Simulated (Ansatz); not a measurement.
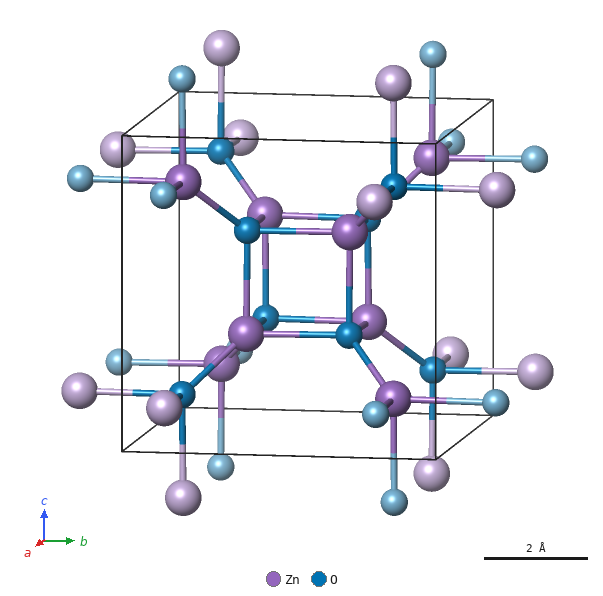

This ball-and-stick model is shown slightly off an axis. The conventional unit cell is outlined; an atom on or near a face, edge or corner is repeated at each equivalent position. The first bonded neighbours in the surrounding cells are also shown, in fainter colours.

ZnO, space group I-43m (No. 217), a = 6.21 Å, b = 6.21 Å, c = 6.21 Å, α = 90.00°, β = 90.00°, γ = 90.00°.

Electronic-structure method: Ansatz 0.2.0, DFT PBE, scalar-relativistic, plane waves, PAW. Parameters: an energy cutoff of 420 eV, k-points about 0.24 Å⁻¹ apart, Gaussian smearing of 0.02 eV, no spin polarisation.

Classify it as metallic or gapped, with the value.

A semiconductor at this level, with a gap of 1.37 eV on the k-mesh (the true edges may lie between mesh points, so the gap can be somewhat smaller).

The cell started as a structure type filled with these elements by a generator (whether the compound takes this form wasn't checked). The cell was then strained or its atoms displaced on purpose. The atoms were relaxed in a fixed cell with Ansatz, DFT PBE, scalar-relativistic, plane waves, PAW.
